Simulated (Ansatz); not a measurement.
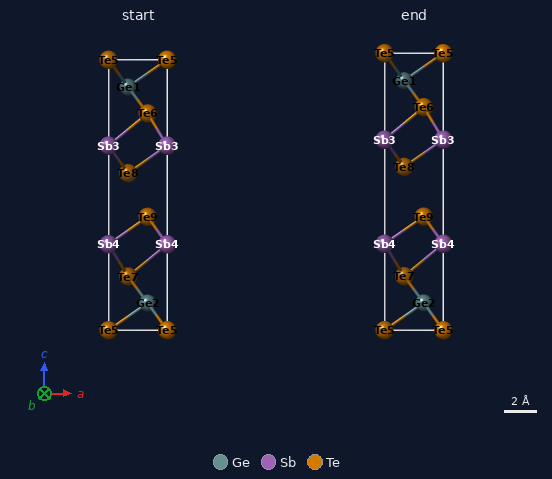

The structure of crystalline Ge₂Sb₂Te₅ (built on the database structure type) before (left) and after (right) a relaxation, at one scale.

Style: ball-and-stick. Shown: the cell of the calculation, along the b axis.

The calculation used DFT, r2SCAN+rVV10, plane waves, PAW in Ansatz 0.2.0. (plane-wave cutoff 500 eV; k-point mesh 6 × 6 × 2; occupations fermi dirac; smearing width 0.02 eV; no spin polarisation; cell and atoms relaxed; force threshold 0.005 eV/Å)

### Describe what moved and what it gained.

Over 5 accepted moves (6 points after the start) the energy falls by 41.3 meV per cell of the calculation. The largest force component goes from 0.2 to 0.00094 eV/Å. The pressure goes from 0.76 to 0.01 GPa. At 1 point the geometry stayed and the basis and grid were re-selected for the new cell (energy shift of 1.1 meV per cell of the calculation at most each time). The largest moves relative to the cell, 0.16 Å, are those of Te8 and Te9. Te9 goes along −c. By element the largest moves are Te 0.16 Å, Sb 0.09 Å, Ge 0.03 Å. The drawn cell changes as follows: a = b 4.230 → 4.243 Å (+0.3 %), c 16.909 → 17.318 Å (+2.4 %); the volume changes by +3.0 %. Among the contacts that change: Sb3–Te6 3.164 → 3.181 Å, Ge1–Te5 2.977 → 2.991 Å, Ge1–Te6 2.950 → 2.958 Å, Sb3–Te8 2.989 → 2.982 Å. The space group stays P-3m1 (No. 164). Cost: 2.4 min on 2 threads of AMD EPYC 7R13 Processor (Zen 3), on a shared host, peak memory 1.8 GiB.
